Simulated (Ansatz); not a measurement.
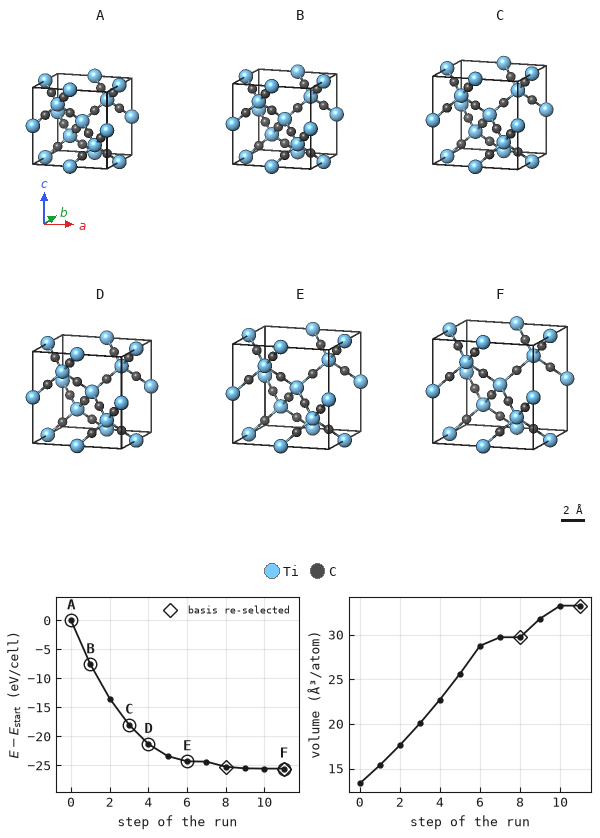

Frames of a relaxation of solid TiC$_{2}$ (built on the beta-cristobalite_227 type) (coarse preliminary run), marked on the history of the run. A ball-and-stick model of the conventional cell (4 times the calculation's cell), seen slightly off an axis. Lengths and directions refer to the drawn axes.

Case: beta-cristobalite type (Fd-3m, No. 227).

All numbers below come from DFT r2SCAN, scalar-relativistic, plane waves, PAW (Ansatz).

Input file:
```yaml
crystal:
  lattice:
    - [0.0, 3.4191742631, 3.4191742631]
    - [3.4191742631, 0.0, 3.4191742631]
    - [3.4191742631, 3.4191742631, 0.0]
  atoms:
    - { symbol: Ti, position: [0.5, 0.5, 0.5] }
    - { symbol: Ti, position: [0.75, 0.75, 0.75] }
    - { symbol: C, position: [0.625, 0.625, 0.625] }
    - { symbol: C, position: [0.125, 0.625, 0.625] }
    - { symbol: C, position: [0.625, 0.625, 0.125] }
    - { symbol: C, position: [0.625, 0.125, 0.625] }
basis:
  ecutwfc: 500
kpoints:
  mp_grid: { grid: [4, 4, 4] }
hamiltonian:
  xc: r2scan
scf:
  occupations: { method: gaussian, width: 0.1 }
  lower_state_search: "off"
output:
  forces: true
  stress: true
  eigenvalues: true
relax:
  adjacent_minimum: "off"
  f_tol: 0.04
  max_steps: 70
  cell: { stress_tol: 0.4 }
```

Launched with:
```bash
ansatz run input.yaml --threads 1 --pin off --max-ram 2560MiB --backend cpu --events-out ev --progress --plain --runs-dir out
```

Q: Describe the path.

A: No atom moves by more than 0.005 Å relative to the cell. Cell: a = b = c 6.838 → 9.277 Å (+35.7 %). Volume +149.7 %. Near-neighbour distances that change, for instance: Ti1–Ti2 2.961 → 4.017 Å, Ti1–C3 1.481 → 2.009 Å. The space group stays Fd-3m (No. 227). After 9 accepted moves (11 points after the start) the energy has fallen by 25.543 eV per cell of the calculation. All forces vanish by symmetry, so only the cell relaxes. The pressure goes from 118.64 to −0.25 GPa. At 2 points the geometry stayed and the basis and grid were re-selected for the new cell (energy shift of 0.885 eV per cell of the calculation at most each time). From step 0 to 1: volume +15.3 %, energy −7.570 eV per cell of the calculation. From step 1 to 3: volume +30.6 %, energy −10.418 eV per cell of the calculation. From step 3 to 4: volume +13.3 %, energy −3.312 eV per cell of the calculation. From step 4 to 6: volume +26.5 %, energy −2.987 eV per cell of the calculation. From step 6 to 11: volume +15.6 %, energy −1.256 eV per cell of the calculation.
